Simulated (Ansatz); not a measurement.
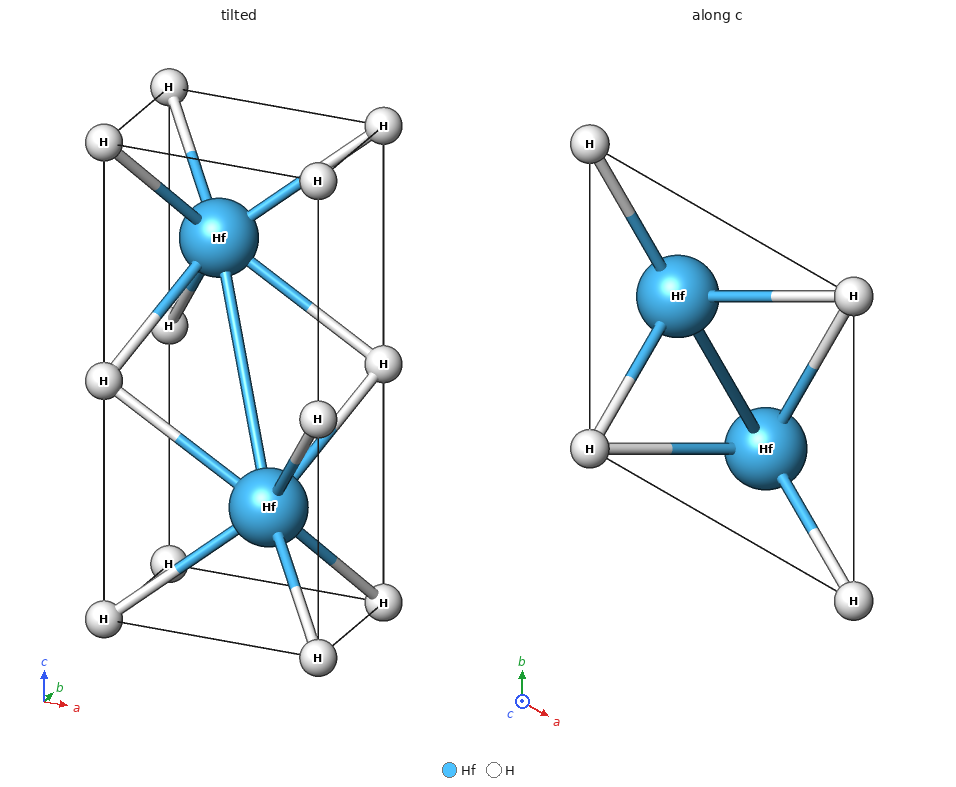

View slightly off an axis and along the c axis, drawn as a ball-and-stick model. One conventional unit cell is framed, with atoms on its boundary repeated. Cell: a = 3.21 Å, b = 3.21 Å, c = 5.33 Å, α = 90.00°, β = 90.00°, γ = 120.00°.

The structure was taken from a structure type filled with these elements by a generator (whether the compound takes this form wasn't checked). Earlier steps of the study may have refined or changed the cell and positions. It was run through Ansatz as a DFT input.

Q: State composition, symmetry and coordination.

A: Composition: HfH. Space group P6_3/mmc (No. 194), lattice primitive hexagonal. The arrangement is known as anti-NiAs type. Counting shared atoms by their share gives 2 Hf, 2 H, or 4 atoms. The coordination, counted out to bonding distance, is Hf 18 and H 6.

Setup: DFT PBE, scalar-relativistic, plane waves, PAW in Ansatz; a 420 eV plane-wave basis, the zone sampled with 18×18×10 points, Gaussian smearing of 0.1 eV, no spin polarisation.

Q: How large a gap does the method give, if there is one?

A: A metal: bands cross the Fermi level.

Q: Predict the Bader charges.

A: Hf +0.72 e; H -0.72 e.

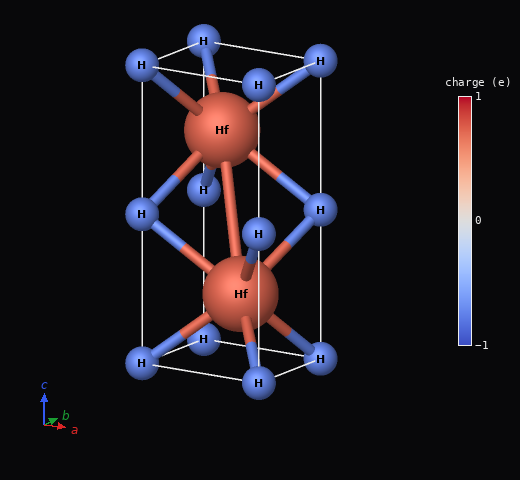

The atoms coloured by those charges. The run's cell of 4 atoms is drawn.

Q: Has the structure come to rest?

A: Yes. All forces vanish to within 0.01 eV/Å. The pressure is 0.0 GPa, close to zero.
